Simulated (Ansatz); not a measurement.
# Nudged elastic band of Si8O15 (part 2 of 3)

Continued. System: Si8O15 (defect cell, 23 atoms in the cell). Method: DFT PBE-D3(BJ), scalar-relativistic, plane waves, PAW, PAW set soft_1, no spin polarisation (Ansatz 0.2.0); cutoff 420 eV, 2×2×2 k-mesh, Fermi–Dirac smearing of 0.05 eV. The structure derives from an entry of the Crystallography Open Database. It belongs to a series of runs on one base structure; here: band between the two ends.

Geometry of the input (Å; fractional positions):
```
-4.2244  -4.2244  0.0000
4.2244  -4.2244  0.0000
0.0000  0.0000  5.3792
Si 0.5014  0.4998  0.0014
Si -0.0014  0.4998  0.2522
O  0.1927  0.4998  0.0014
O  -0.0062  0.1931  0.2534
O  0.8064  0.4998  0.0014
O  -0.0062  0.8066  0.2534
Si 0.5004  0.4998  0.5014
Si -0.0014  0.4998  0.7506
O  0.1926  0.4998  0.5014
O  -0.0062  0.1931  0.7494
O  0.8062  0.4998  0.5014
O  -0.0062  0.8066  0.7494
Si -0.0004  -0.0002  0.0014
Si 0.5056  -0.0002  0.2604
O  0.6954  -0.0002  0.0014
O  0.5012  0.6929  0.2533
O  0.3072  -0.0002  0.0014
O  0.5012  0.3067  0.2533
Si 0.0035  -0.0002  0.5014
Si 0.5056  -0.0002  0.7423
O  0.5012  0.6929  0.7495
O  0.2993  -0.0002  0.5013
O  0.5012  0.3067  0.7495
```

Log, continued
```
NEB image 4
NEB image 5
NEB iter   8: max|band force component| = 8.988e-2 eV/Å  barrier→ = 5.1533 eV  barrier← = 5.1533 eV  CI = image 3  Δτ_max = 0.0076 Å  (23 SCF iters)
NEB image 1
NEB image 2
NEB image 3
NEB image 4
NEB image 5
NEB iter   9: max|band force component| = 1.436e-1 eV/Å  barrier→ = 5.1514 eV  barrier← = 5.1514 eV  CI = image 3  Δτ_max = 0.0038 Å  (23 SCF iters)
NEB image 1
NEB image 2
NEB image 3
NEB image 4
NEB image 5
NEB iter  10: max|band force component| = 1.454e-1 eV/Å  barrier→ = 5.1504 eV  barrier← = 5.1504 eV  CI = image 3  Δτ_max = 0.0019 Å  (23 SCF iters)
NEB image 1
NEB image 2
NEB image 3
NEB image 4
NEB image 5
NEB iter  11: max|band force component| = 5.116e-2 eV/Å  barrier→ = 5.1499 eV  barrier← = 5.1499 eV  CI = image 3  Δτ_max = 0.0019 Å  (22 SCF iters)
NEB image 1
NEB image 2
NEB image 3
NEB image 4
NEB image 5
NEB iter  12: max|band force component| = 4.623e-2 eV/Å  barrier→ = 5.1495 eV  barrier← = 5.1495 eV  CI = image 3  Δτ_max = 0.0019 Å  (22 SCF iters)
NEB image 1
NEB image 2
NEB image 3
NEB image 4
NEB image 5
NEB iter  13: max|band force component| = 5.261e-2 eV/Å  barrier→ = 5.1491 eV  barrier← = 5.1491 eV  CI = image 3  Δτ_max = 0.0010 Å  (18 SCF iters)
NEB image 1
NEB image 2
NEB image 3
NEB image 4
NEB image 5
NEB iter  14: max|band force component| = 4.452e-2 eV/Å  barrier→ = 5.1489 eV  barrier← = 5.1489 eV  CI = image 3  Δτ_max = 0.0019 Å  (18 SCF iters)
NEB image 1
NEB image 2
NEB image 3
NEB image 4
NEB image 5
NEB iter  15: max|band force component| = 4.231e-2 eV/Å  barrier→ = 5.1485 eV  barrier← = 5.1485 eV  CI = image 3  Δτ_max = 0.0019 Å  (18 SCF iters)
NEB image 1
NEB image 2
NEB image 3
NEB image 4
NEB image 5
NEB iter  16: max|band force component| = 4.000e-2 eV/Å  barrier→ = 5.1483 eV  barrier← = 5.1483 eV  CI = image 3  Δτ_max = 0.0010 Å  (18 SCF iters)
NEB image 1
NEB image 2
NEB image 3
NEB image 4
NEB image 5
NEB iter  17: max|band force component| = 3.873e-2 eV/Å  barrier→ = 5.1481 eV  barrier← = 5.1482 eV  CI = image 3  Δτ_max = 0.0005 Å  (18 SCF iters)
NEB image 1
NEB image 2
NEB image 3
NEB image 4
NEB image 5
NEB iter  18: max|band force component| = 3.807e-2 eV/Å  barrier→ = 5.1481 eV  barrier← = 5.1481 eV  CI = image 3  Δτ_max = 0.0005 Å  (15 SCF iters)
NEB image 1
NEB image 2
NEB image 3
NEB image 4
NEB image 5
NEB iter  19: max|band force component| = 3.736e-2 eV/Å  barrier→ = 5.1480 eV  barrier← = 5.1481 eV  CI = image 3  Δτ_max = 0.0010 Å  (17 SCF iters)
NEB image 1
NEB image 2
NEB image 3
NEB image 4
NEB image 5
NEB iter  20: max|band force component| = 3.553e-2 eV/Å  barrier→ = 5.1479 eV  barrier← = 5.1479 eV  CI = image 3  Δτ_max = 0.0010 Å  (18 SCF iters)
NEB image 1
NEB image 2
NEB image 3
NEB image 4
NEB image 5
NEB iter  21: max|band force component| = 3.384e-2 eV/Å  barrier→ = 5.1478 eV  barrier← = 5.1479 eV  CI = image 3  Δτ_max = 0.0010 Å  (18 SCF iters)
NEB image 1
NEB image 2
NEB image 3
NEB image 4
NEB image 5
NEB iter  22: max|band force component| = 3.199e-2 eV/Å  barrier→ = 5.1477 eV  barrier← = 5.1478 eV  CI = image 3  Δτ_max = 0.0010 Å  (18 SCF iters)
NEB image 1
NEB image 2
NEB image 3
NEB image 4
NEB image 5
NEB iter  23: max|band force component| = 3.037e-2 eV/Å  barrier→ = 5.1477 eV  barrier← = 5.1477 eV  CI = image 3  Δτ_max = 0.0019 Å  (17 SCF iters)
NEB image 1
NEB image 2
NEB image 3
NEB image 4
NEB image 5
NEB iter  24: max|band force component| = 2.870e-2 eV/Å  barrier→ = 5.1475 eV  barrier← = 5.1475 eV  CI = image 3  Δτ_max = 0.0010 Å  (18 SCF iters)
NEB image 3
NEB image 1
NSCF: frozen V_eff on 8 k-points
NEB image 2
NSCF: frozen V_eff on 8 k-points
NEB image 4
NSCF: frozen V_eff on 8 k-points
NEB image 5
NSCF: frozen V_eff on 8 k-points
NEB image 3
NSCF: frozen V_eff on 8 k-points
the band table was solved once a step of the walk had ended and its energy, with any forces and stress, was formed, with the checks that follow a solve (3018 applications of the Hamiltonian). They found nothing against the state; the energy, forces and stress were not computed again (output.eigenvalues in the input reference)
NEB image 3, as the band closes
NEB point 1 about image 3
preconditioner: auto → Resta (q_TF=auto, 2.530 Å⁻¹)  ε∞=3.8  [insulator: Δε(μ)=0.118 eV  Ē_g=17.834 eV  σ=0.050 eV  W_gap=0.52  n_scr=48 (ndim 8)  ℏωp=29.6 eV  f_vac=0.000  D(μ)=2.65/eV (n_scr^D=18)  ε∞_Penn≈3.8]
NEB point 2 about image 3
preconditioner: auto → Kerker (q_TF=auto, 2.530 Å⁻¹)  [metal: Δε(μ)=0.109 eV  Ē_g=17.834 eV  σ=0.050 eV  W_gap=0.49  n_scr=48 (ndim 8)  ℏωp=29.6 eV  f_vac=0.000  D(μ)=2.77/eV (n_scr^D=18)]
preconditioner: auto → Resta (q_TF=auto, 2.530 Å⁻¹)  ε∞=3.8  [insulator: Δε(μ)=0.209 eV  Ē_g=17.834 eV  σ=0.050 eV  W_gap=0.78  n_scr=48 (ndim 8)  ℏωp=29.6 eV  f_vac=0.000  D(μ)=1.52/eV (n_scr^D=6)  ε∞_Penn≈3.8]
NEB point 3 about image 3
preconditioner: auto → Resta (q_TF=auto, 2.530 Å⁻¹)  ε∞=3.8  [insulator: Δε(μ)=0.348 eV  Ē_g=17.830 eV  σ=0.050 eV  W_gap=0.94  n_scr=48 (ndim 8)  ℏωp=29.6 eV  f_vac=0.000  D(μ)=0.56/eV (n_scr^D=0)  ε∞_Penn≈3.8]
NEB point 4 about image 3
preconditioner: auto → Resta (q_TF=auto, 2.530 Å⁻¹)  ε∞=3.8  [insulator: Δε(μ)=0.346 eV  Ē_g=17.830 eV  σ=0.050 eV  W_gap=0.94  n_scr=48 (ndim 8)  ℏωp=29.6 eV  f_vac=0.000  D(μ)=0.57/eV (n_scr^D=0)  ε∞_Penn≈3.8]
NEB point 5 about image 3
preconditioner: auto → Resta (q_TF=auto, 2.530 Å⁻¹)  ε∞=3.8  [insulator: Δε(μ)=0.349 eV  Ē_g=17.827 eV  σ=0.050 eV  W_gap=0.94  n_scr=48 (ndim 8)  ℏωp=29.6 eV  f_vac=0.000  D(μ)=0.56/eV (n_scr^D=0)  ε∞_Penn≈3.8]
NEB point 6 about image 3
preconditioner: auto → Resta (q_TF=auto, 2.530 Å⁻¹)  ε∞=3.8  [insulator: Δε(μ)=0.351 eV  Ē_g=17.821 eV  σ=0.050 eV  W_gap=0.94  n_scr=48 (ndim 8)  ℏωp=29.6 eV  f_vac=0.000  D(μ)=0.55/eV (n_scr^D=0)  ε∞_Penn≈3.8]
NEB point 7 about image 3
preconditioner: auto → Resta (q_TF=auto, 2.530 Å⁻¹)  ε∞=3.8  [insulator: Δε(μ)=0.341 eV  Ē_g=17.826 eV  σ=0.050 eV  W_gap=0.94  n_scr=48 (ndim 8)  ℏωp=29.6 eV  f_vac=0.000  D(μ)=0.64/eV (n_scr^D=0)  ε∞_Penn≈3.8]
NEB point 8 about image 3
preconditioner: auto → Resta (q_TF=auto, 2.530 Å⁻¹)  ε∞=3.8  [insulator: Δε(μ)=0.351 eV  Ē_g=17.827 eV  σ=0.050 eV  W_gap=0.94  n_scr=48 (ndim 8)  ℏωp=29.6 eV  f_vac=0.000  D(μ)=0.56/eV (n_scr^D=0)  ε∞_Penn≈3.8]
NEB point 9 about image 3
preconditioner: auto → Resta (q_TF=auto, 2.530 Å⁻¹)  ε∞=3.8  [insulator: Δε(μ)=0.355 eV  Ē_g=17.823 eV  σ=0.050 eV  W_gap=0.94  n_scr=48 (ndim 8)  ℏωp=29.6 eV  f_vac=0.000  D(μ)=0.54/eV (n_scr^D=0)  ε∞_Penn≈3.8]
  greatest PAW one-centre occupation: 0.884 electrons in one spin orbital (limit 2), on the O atom at site 21 (counted from 0), in its partial waves of l = 0
NEB point 10 about image 3
preconditioner: auto → Resta (q_TF=auto, 2.530 Å⁻¹)  ε∞=3.8  [insulator: Δε(μ)=0.352 eV  Ē_g=17.823 eV  σ=0.050 eV  W_gap=0.94  n_scr=48 (ndim 8)  ℏωp=29.6 eV  f_vac=0.000  D(μ)=0.55/eV (n_scr^D=0)  ε∞_Penn≈3.8]
NEB point 11 about image 3
preconditioner: auto → Resta (q_TF=auto, 2.530 Å⁻¹)  ε∞=3.8  [insulator: Δε(μ)=0.241 eV  Ē_g=17.820 eV  σ=0.050 eV  W_gap=0.83  n_scr=48 (ndim 8)  ℏωp=29.6 eV  f_vac=0.000  D(μ)=1.18/eV (n_scr^D=4)  ε∞_Penn≈3.8]
NEB point 12 about image 3
preconditioner: auto → Resta (q_TF=auto, 2.530 Å⁻¹)  ε∞=3.8  [insulator: Δε(μ)=0.297 eV  Ē_g=17.831 eV  σ=0.050 eV  W_gap=0.90  n_scr=48 (ndim 8)  ℏωp=29.6 eV  f_vac=0.000  D(μ)=0.84/eV (n_scr^D=0)  ε∞_Penn≈3.8]
NEB point 13 about image 3
preconditioner: auto → Resta (q_TF=auto, 2.530 Å⁻¹)  ε∞=3.8  [insulator: Δε(μ)=0.243 eV  Ē_g=17.828 eV  σ=0.050 eV  W_gap=0.84  n_scr=48 (ndim 8)  ℏωp=29.6 eV  f_vac=0.000  D(μ)=1.19/eV (n_scr^D=4)  ε∞_Penn≈3.8]
NEB point 14 about image 3
preconditioner: auto → Resta (q_TF=auto, 2.530 Å⁻¹)  ε∞=3.8  [insulator: Δε(μ)=0.297 eV  Ē_g=17.820 eV  σ=0.050 eV  W_gap=0.90  n_scr=48 (ndim 8)  ℏωp=29.6 eV  f_vac=0.000  D(μ)=0.84/eV (n_scr^D=0)  ε∞_Penn≈3.8]
NEB point 15 about image 3
preconditioner: auto → Resta (q_TF=auto, 2.530 Å⁻¹)  ε∞=3.8  [insulator: Δε(μ)=0.257 eV  Ē_g=17.829 eV  σ=0.050 eV  W_gap=0.86  n_scr=48 (ndim 8)  ℏωp=29.6 eV  f_vac=0.000  D(μ)=1.09/eV (n_scr^D=0)  ε∞_Penn≈3.8]
NEB point 16 about image 3
preconditioner: auto → Resta (q_TF=auto, 2.530 Å⁻¹)  ε∞=3.8  [insulator: Δε(μ)=0.349 eV  Ē_g=17.832 eV  σ=0.050 eV  W_gap=0.94  n_scr=48 (ndim 8)  ℏωp=29.6 eV  f_vac=0.000  D(μ)=0.57/eV (n_scr^D=0)  ε∞_Penn≈3.8]
NEB point 17 about image 3
preconditioner: auto → Resta (q_TF=auto, 2.530 Å⁻¹)  ε∞=3.8  [insulator: Δε(μ)=0.342 eV  Ē_g=17.831 eV  σ=0.050 eV  W_gap=0.94  n_scr=48 (ndim 8)  ℏωp=29.6 eV  f_vac=0.000  D(μ)=0.63/eV (n_scr^D=0)  ε∞_Penn≈3.8]
NEB point 18 about image 3
preconditioner: auto → Resta (q_TF=auto, 2.530 Å⁻¹)  ε∞=3.8  [insulator: Δε(μ)=0.343 eV  Ē_g=17.831 eV  σ=0.050 eV  W_gap=0.94  n_scr=48 (ndim 8)  ℏωp=29.6 eV  f_vac=0.000  D(μ)=0.63/eV (n_scr^D=0)  ε∞_Penn≈3.8]
NEB point 19 about image 3
preconditioner: auto → Resta (q_TF=auto, 2.530 Å⁻¹)  ε∞=3.8  [insulator: Δε(μ)=0.379 eV  Ē_g=17.830 eV  σ=0.050 eV  W_gap=0.96  n_scr=48 (ndim 8)  ℏωp=29.6 eV  f_vac=0.000  D(μ)=0.39/eV (n_scr^D=0)  ε∞_Penn≈3.8]
NEB point 20 about image 3
preconditioner: auto → Resta (q_TF=auto, 2.530 Å⁻¹)  ε∞=3.8  [insulator: Δε(μ)=0.340 eV  Ē_g=17.826 eV  σ=0.050 eV  W_gap=0.94  n_scr=48 (ndim 8)  ℏωp=29.6 eV  f_vac=0.000  D(μ)=0.66/eV (n_scr^D=0)  ε∞_Penn≈3.8]
NEB point 21 about image 3
NEB point 22 about image 3
preconditioner: auto → Resta (q_TF=auto, 2.530 Å⁻¹)  ε∞=3.8  [insulator: Δε(μ)=0.341 eV  Ē_g=17.831 eV  σ=0.050 eV  W_gap=0.94  n_scr=48 (ndim 8)  ℏωp=29.6 eV  f_vac=0.000  D(μ)=0.64/eV (n_scr^D=0)  ε∞_Penn≈3.8]
NEB point between images 0 and 1
preconditioner: auto → Resta (q_TF=auto, 2.530 Å⁻¹)  ε∞=3.8  [insulator: Δε(μ)=2.848 eV  Ē_g=17.705 eV  σ=0.050 eV  W_gap=1.00  n_scr=48 (ndim 8)  ℏωp=29.6 eV  f_vac=0.000  D(μ)=0.00/eV (n_scr^D=0)  ε∞_Penn≈3.8]
  greatest PAW one-centre occupation: 0.865 electrons in one spin orbital (limit 2), on the O atom at site 21 (counted from 0), in its partial waves of l = 0
NEB point between images 1 and 2
preconditioner: auto → Resta (q_TF=auto, 2.530 Å⁻¹)  ε∞=3.8  [insulator: Δε(μ)=2.598 eV  Ē_g=17.787 eV  σ=0.050 eV  W_gap=1.00  n_scr=48 (ndim 8)  ℏωp=29.6 eV  f_vac=0.000  D(μ)=0.00/eV (n_scr^D=0)  ε∞_Penn≈3.8]
NEB point between images 2 and 3
preconditioner: auto → Resta (q_TF=auto, 2.530 Å⁻¹)  ε∞=3.7  [insulator: Δε(μ)=0.166 eV  Ē_g=17.863 eV  σ=0.050 eV  W_gap=0.56  n_scr=48 (ndim 8)  ℏωp=29.6 eV  f_vac=0.000  D(μ)=3.68/eV (n_scr^D=18)  ε∞_Penn≈3.7]
NEB point between images 3 and 4
preconditioner: auto → Resta (q_TF=auto, 2.530 Å⁻¹)  ε∞=3.8  [insulator: Δε(μ)=1.241 eV  Ē_g=17.845 eV  σ=0.050 eV  W_gap=1.00  n_scr=48 (ndim 8)  ℏωp=29.6 eV  f_vac=0.000  D(μ)=0.00/eV (n_scr^D=0)  ε∞_Penn≈3.8]
NEB point between images 4 and 5
preconditioner: auto → Resta (q_TF=auto, 2.530 Å⁻¹)  ε∞=3.8  [insulator: Δε(μ)=2.310 eV  Ē_g=17.801 eV  σ=0.050 eV  W_gap=1.00  n_scr=48 (ndim 8)  ℏωp=29.6 eV  f_vac=0.000  D(μ)=0.00/eV (n_scr^D=0)  ε∞_Penn≈3.8]
NEB point between images 5 and 6
preconditioner: auto → Resta (q_TF=auto, 2.530 Å⁻¹)  ε∞=3.8  [insulator: Δε(μ)=2.846 eV  Ē_g=17.706 eV  σ=0.050 eV  W_gap=1.00  n_scr=48 (ndim 8)  ℏωp=29.6 eV  f_vac=0.000  D(μ)=0.00/eV (n_scr^D=0)  ε∞_Penn≈3.8]
NEB point between images 0 and 1
preconditioner: auto → Resta (q_TF=auto, 2.530 Å⁻¹)  ε∞=3.8  [insulator: Δε(μ)=2.785 eV  Ē_g=17.741 eV  σ=0.050 eV  W_gap=1.00  n_scr=48 (ndim 8)  ℏωp=29.6 eV  f_vac=0.000  D(μ)=0.00/eV (n_scr^D=0)  ε∞_Penn≈3.8]
NEB point between images 0 and 1
preconditioner: auto → Resta (q_TF=auto, 2.530 Å⁻¹)  ε∞=3.8  [insulator: Δε(μ)=2.873 eV  Ē_g=17.686 eV  σ=0.050 eV  W_gap=1.00  n_scr=48 (ndim 8)  ℏωp=29.6 eV  f_vac=0.000  D(μ)=0.00/eV (n_scr^D=0)  ε∞_Penn≈3.8]
  greatest PAW one-centre occupation: 0.866 electrons in one spin orbital (limit 2), on the O atom at site 21 (counted from 0), in its partial waves of l = 0
NEB point between images 1 and 2
preconditioner: auto → Resta (q_TF=auto, 2.530 Å⁻¹)  ε∞=3.8  [insulator: Δε(μ)=2.738 eV  Ē_g=17.732 eV  σ=0.050 eV  W_gap=1.00  n_scr=48 (ndim 8)  ℏωp=29.6 eV  f_vac=0.000  D(μ)=0.00/eV (n_scr^D=0)  ε∞_Penn≈3.8]
  greatest PAW one-centre occupation: 0.868 electrons in one spin orbital (limit 2), on the O atom at site 21 (counted from 0), in its partial waves of l = 0
NEB point between images 1 and 2
preconditioner: auto → Resta (q_TF=auto, 2.530 Å⁻¹)  ε∞=3.8  [insulator: Δε(μ)=2.468 eV  Ē_g=17.838 eV  σ=0.050 eV  W_gap=1.00  n_scr=48 (ndim 8)  ℏωp=29.6 eV  f_vac=0.000  D(μ)=0.00/eV (n_scr^D=0)  ε∞_Penn≈3.8]
  greatest PAW one-centre occupation: 0.872 electrons in one spin orbital (limit 2), on the O atom at site 21 (counted from 0), in its partial waves of l = 0
NEB point between images 2 and 3
preconditioner: auto → Resta (q_TF=auto, 2.530 Å⁻¹)  ε∞=3.7  [insulator: Δε(μ)=0.941 eV  Ē_g=17.855 eV  σ=0.050 eV  W_gap=1.00  n_scr=48 (ndim 8)  ℏωp=29.6 eV  f_vac=0.000  D(μ)=0.00/eV (n_scr^D=0)  ε∞_Penn≈3.7]
NEB point between images 2 and 3
preconditioner: auto → Resta (q_TF=auto, 2.530 Å⁻¹)  ε∞=3.7  [insulator: Δε(μ)=0.192 eV  Ē_g=17.866 eV  σ=0.050 eV  W_gap=0.74  n_scr=48 (ndim 8)  ℏωp=29.6 eV  f_vac=0.000  D(μ)=1.44/eV (n_scr^D=4)  ε∞_Penn≈3.7]
NEB point between images 3 and 4
preconditioner: auto → Resta (q_TF=auto, 2.530 Å⁻¹)  ε∞=3.8  [insulator: Δε(μ)=0.311 eV  Ē_g=17.836 eV  σ=0.050 eV  W_gap=0.91  n_scr=48 (ndim 8)  ℏωp=29.6 eV  f_vac=0.000  D(μ)=0.56/eV (n_scr^D=0)  ε∞_Penn≈3.8]
NEB point between images 3 and 4
preconditioner: auto → Resta (q_TF=auto, 2.530 Å⁻¹)  ε∞=3.8  [insulator: Δε(μ)=1.970 eV  Ē_g=17.846 eV  σ=0.050 eV  W_gap=1.00  n_scr=48 (ndim 8)  ℏωp=29.6 eV  f_vac=0.000  D(μ)=0.00/eV (n_scr^D=0)  ε∞_Penn≈3.8]
NEB point between images 4 and 5
preconditioner: auto → Resta (q_TF=auto, 2.530 Å⁻¹)  ε∞=3.8  [insulator: Δε(μ)=2.130 eV  Ē_g=17.826 eV  σ=0.050 eV  W_gap=1.00  n_scr=48 (ndim 8)  ℏωp=29.6 eV  f_vac=0.000  D(μ)=0.00/eV (n_scr^D=0)  ε∞_Penn≈3.8]
NEB point between images 4 and 5
preconditioner: auto → Resta (q_TF=auto, 2.530 Å⁻¹)  ε∞=3.8  [insulator: Δε(μ)=2.500 eV  Ē_g=17.769 eV  σ=0.050 eV  W_gap=1.00  n_scr=48 (ndim 8)  ℏωp=29.6 eV  f_vac=0.000  D(μ)=0.00/eV (n_scr^D=0)  ε∞_Penn≈3.8]
NEB point between images 5 and 6
preconditioner: auto → Resta (q_TF=auto, 2.530 Å⁻¹)  ε∞=3.8  [insulator: Δε(μ)=2.871 eV  Ē_g=17.687 eV  σ=0.050 eV  W_gap=1.00  n_scr=48 (ndim 8)  ℏωp=29.6 eV  f_vac=0.000  D(μ)=0.00/eV (n_scr^D=0)  ε∞_Penn≈3.8]
NEB point between images 5 and 6
preconditioner: auto → Resta (q_TF=auto, 2.530 Å⁻¹)  ε∞=3.8  [insulator: Δε(μ)=2.784 eV  Ē_g=17.740 eV  σ=0.050 eV  W_gap=1.00  n_scr=48 (ndim 8)  ℏωp=29.6 eV  f_vac=0.000  D(μ)=0.00/eV (n_scr^D=0)  ε∞_Penn≈3.8]
NEB iter  25: max|band force component| = 2.520e-2 eV/Å  barrier→ = 5.1474 eV  barrier← = 5.1475 eV  CI = image 3  Δτ_max = 0.0000 Å  (355 SCF iters)
```

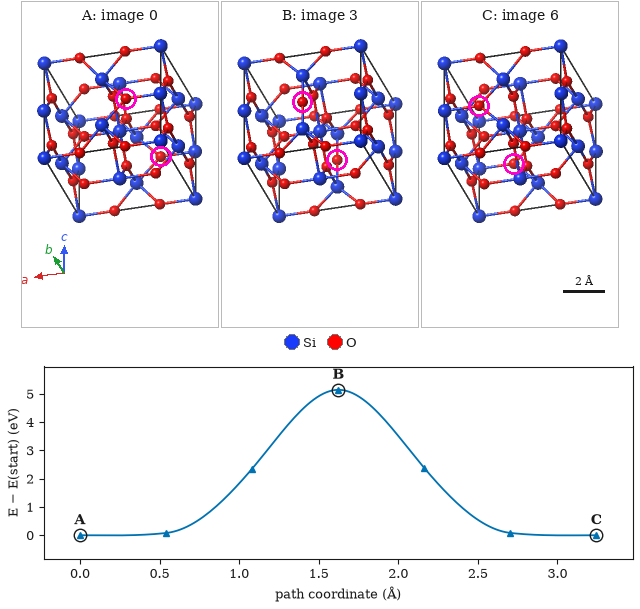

Fig. 1: Images of the last band (counted from 0; ball-and-stick, simulation cell, seen at an oblique angle), with the moving atom and its periodic copies ringed, above the energy along the path; the line is a cubic interpolation that uses the forces. The highest image is number 3, 5.147 eV above the start and 5.147 eV above the end (the climbing image); start and end have the same energy. The path is 3.24 Å long, and O22 moves most (2.39 Å). The band converged in 25 iterations.

```
Free energy (F): -13617.041496 eV
Harris-Foulkes:  -13617.041496 eV  (|F-HF|=1.10e-9)
Internal energy: -13617.034865 eV  (E = F + TS)
E sigma→0 (E₀):  -13617.038180 eV
Entropy (-TS):   -0.006631 eV (-0.288 meV/atom)
Fermi energy:    13.355831 eV
--- Per-component energies (eV) ---
  E_band       = 147.697246
  E_kinetic    = 2978.153521
  E_local      = -5088.660550  (includes V_loc(G=0)·N_el)
  E_nonlocal   = 953.666437
  E_hartree    = 1887.902551
  E_xc         = -1549.260738
  E_vxc        = -1786.905100  (∫ρ·V_xc dr)
  E_paw        = -6549.641073  (= ΣΔE_a)
  E_vpaw       = -684.374955  (= ΣTr[D̂ρ^β])
  E_aug_tail   = 0.012138  (compensation charges beyond the density's cutoff)
  E_ewald      = -6243.891209
  E_disp       = -5.315944  (pairwise vdW)
  E_smearing   = -0.006631  (= −TS)
  E_closure    = 0.000000  (closes the sum)
  Σ components = -13617.041496   (vs F -13617.041496, Δ=0.00e0)
--- Forces (eV/Å), atoms counted from 1 ---
  atom   1  Si     0.00331948    -0.00286895    -0.00166880
  atom   2  Si     0.00024985    -0.00066768    -0.00006787
  atom   3  O     -0.00077762     0.00061167     0.00009069
  atom   4  O      0.00005066     0.00014476     0.00013792
  atom   5  O     -0.00077829     0.00061027     0.00008931
  atom   6  O     -0.00000650     0.00020624    -0.00030723
  atom   7  Si     0.00508824    -0.00468887     0.00131246
  atom   8  Si     0.00022752    -0.00064568     0.00004178
  atom   9  O     -0.00062421     0.00038348    -0.00005592
  atom  10  O     -0.00003013     0.00022694    -0.00026914
  atom  11  O     -0.00055157     0.00045495    -0.00005470
  atom  12  O      0.00008352     0.00011746     0.00017417
  atom  13  Si     0.00068696    -0.00132898     0.00004630
  atom  14  Si     0.01725723    -0.01743124     0.00983003
[...]
  atom  15  O     -0.00275442     0.00285746     0.00052484
  atom  16  O     -0.00175434     0.00188208     0.00096464
  atom  17  O     -0.00257883     0.00303690     0.00054470
  atom  18  O     -0.00364485     0.00377589     0.00057764
  atom  19  Si    -0.00045175    -0.00049745    -0.00010537
  atom  20  Si     0.01674538    -0.01682495     0.01110230
  atom  21  O     -0.00356707     0.00369465     0.00044822
  atom  22  O     -0.02457755     0.02527428    -0.02419302
  atom  23  O     -0.00165105     0.00178155     0.00082243
  max |Σ_I F_I| component: 1.05e-4 eV/Å
--- Band table (eV; the first three rows and the last of 8) ---
```
